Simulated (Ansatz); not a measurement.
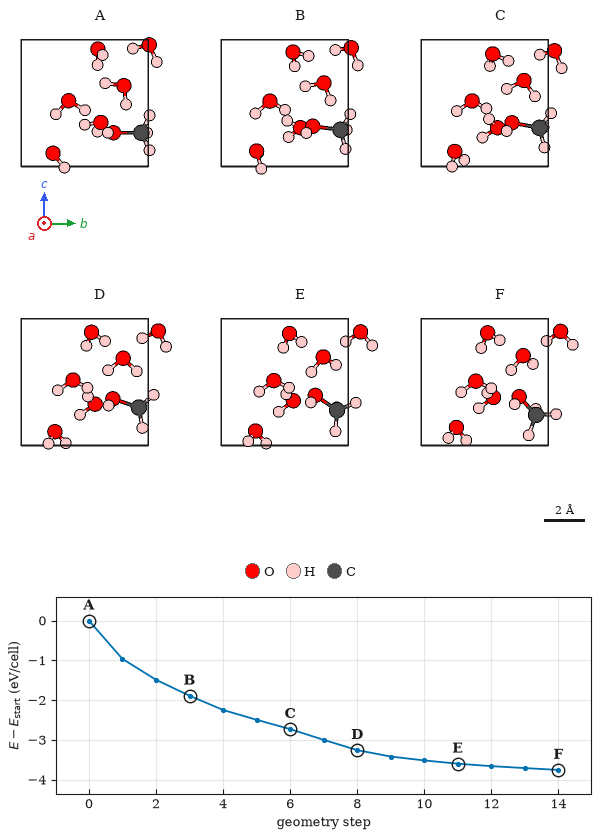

Frames of a relaxation of an amorphous cell of composition H$_{16}$CO$_{7}$, marked on the history of the run. The picture is a ball-and-stick view of the cell of the calculation, seen along the a axis.

The cell holds 6 H2O + 1 CH3OH. The run prepares the start of a later molecular dynamics calculation, from a guessed geometry.

Method: DFT PBE-D3(BJ), scalar-relativistic, plane waves, PAW in Ansatz. Settings: plane-wave cutoff 420 eV; k-point mesh 1 × 1 × 1; occupations fermi dirac; smearing width 0.02 eV; no spin polarisation; atoms relaxed in a fixed cell; force threshold 0.3 eV/Å; at most 15 steps.

**Describe the path.**

The relaxation stopped without meeting its thresholds, so the last structure isn't shown to be converged. It used up its limit of 15 steps. Over 14 geometry steps the energy falls by 3.755 eV per cell of the calculation. Largest force component: 1.3 eV/Å at the start, 0.34 eV/Å at the end. The atom that moves furthest is an H atom (1.33 Å along [−2 −3 −1]). Largest moves by element: H 1.33 Å, O 0.95 Å, C 0.46 Å. The lattice vectors keep their values. Some distances before and after: H–O 0.969 → 1.011 Å, C–O 1.423 → 1.456 Å, H–O 0.969 → 0.991 Å, C–H 1.097 → 1.113 Å. Bond angles that change, for instance: H–C–H 108.5° → 112.1°, O–C–H 112.3° → 109.2°, H–O–H 104.0° → 101.9°. The run took 30 s on 1 thread of Arm Neoverse V1 (shared host), peak memory 0.36 GiB. From step 0 to 3: an H atom moves most (0.54 Å), energy −1.887 eV per cell of the calculation. From step 3 to 6: an H atom moves most (0.58 Å), energy −0.840 eV per cell of the calculation. From step 6 to 8: an O atom moves most (0.38 Å), energy −0.529 eV per cell of the calculation. From step 8 to 11: an H atom moves most (0.49 Å), energy −0.341 eV per cell of the calculation. From step 11 to 14: an H atom moves most (0.59 Å), energy −0.157 eV per cell of the calculation.

Limits of the set-up: the program's low-accuracy preset was used; the periodic images lie only 6.5 Å apart, so the values are limited by the cell's size.
